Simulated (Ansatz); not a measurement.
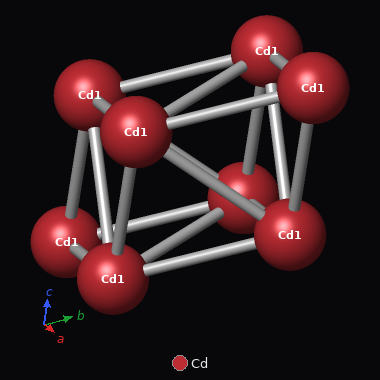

The system is Cd (Fm-3m, No. 225; 1 atom in the cell); the picture shows the reference structure. 
- The energy is mapped over two homogeneous strains (x, y and z along the cube axes).
- The first coordinate is: normal strain along x; the second: normal strain along y.
- Nothing is relaxed (symmetry fixes all fractional coordinates).
- The scan uses a 7 × 7 grid; 28 points were computed and 21 follow by symmetry.
- Points are written as (first, second).
- Energies are in meV/atom, from the lowest grid point.
- Theory: Ansatz 0.2.0, DFT PBE, scalar-relativistic, plane waves, PAW. Settings: cutoff 420 eV, k-mesh 18×18×18, gaussian smearing 0.15 eV, no spin polarisation.

Its coordinates:

```
CELL_PARAMETERS angstrom
0.00000 2.25415 2.25415
2.25415 0.00000 2.25415
2.25415 2.25415 0.00000
ATOMIC_POSITIONS crystal
Cd 0.00000 0.00000 0.00000
```

The input of one point:

```yaml
crystal:
  lattice:
    - [0.0, 2.254153496, 2.254153496]
    - [2.254153496, 0.0, 2.254153496]
    - [2.254153496, 2.254153496, 0.0]
  atoms:
    - { symbol: Cd, position: [0.0, 0.0, 0.0] }
basis:
  ecutwfc: 420
kpoints:
  mp_grid: { grid: [18, 18, 18] }
hamiltonian:
  xc: pbe
scf:
  occupations: { method: gaussian, width: 0.15 }
output:
  forces: true
  stress: true
  eigenvalues: true
```

Range: normal strain along x from −4.00 to 4.00 %; normal strain along y from −4.00 to 4.00 %.

Q: Predict the map.

A: The lowest grid point is at (0.00 %, 0.00 %). No other kind of well shows on this grid. The highest grid point, (−4.00 %, −4.00 %), lies 23.4 meV/atom above the lowest. Round the minimum the valley is somewhat tilted: raising normal strain along x shifts the best value of normal strain along y downwards (coupling k₁₂/√(k₁₁k₂₂) about 0.5).

| normal strain along y ↓, normal strain along x → | −4.00 | −2.67 | −1.33 | 0.00 | 1.33 | 2.67 | 4.00 |
| --- | --- | --- | --- | --- | --- | --- | --- |
| 4.00 | 6.5 | 5.2 | 5.4 | 7.0 | 10.0 | 14.1 | 19.3 |
| 2.67 | 4.8 | 2.8 | 2.3 | 3.4 | 5.8 | 9.4 | 14.1 |
| 1.33 | 4.7 | 1.9 | 0.7 | 1.0 | 2.7 | 5.8 | 10.0 |
| 0.00 | 6.4 | 2.6 | 0.5 | 0.0 | 1.0 | 3.4 | 7.0 |
| −1.33 | 10.0 | 5.1 | 1.9 | 0.5 | 0.7 | 2.3 | 5.4 |
| −2.67 | 15.7 | 9.4 | 5.1 | 2.6 | 1.9 | 2.8 | 5.2 |
| −4.00 | 23.4 | 15.7 | 10.0 | 6.4 | 4.7 | 4.8 | 6.5 |

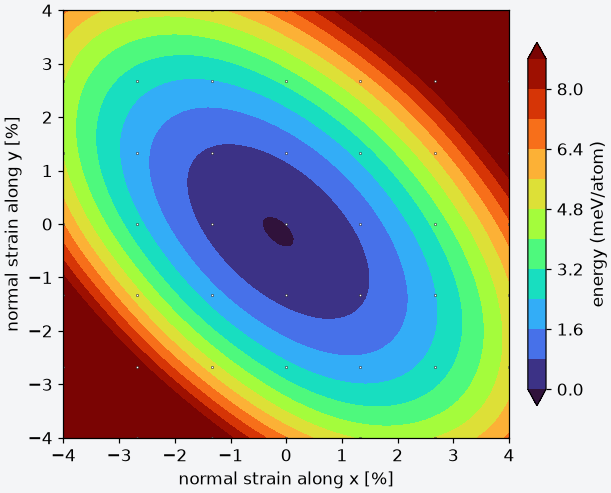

The picture shows filled contours, dots at the grid points, one colour for all values above the top of the scale. Between grid points the surface is interpolated.

Time for the 28 points that were run: 4 min on 1 thread of Arm Neoverse V2 (shared host).
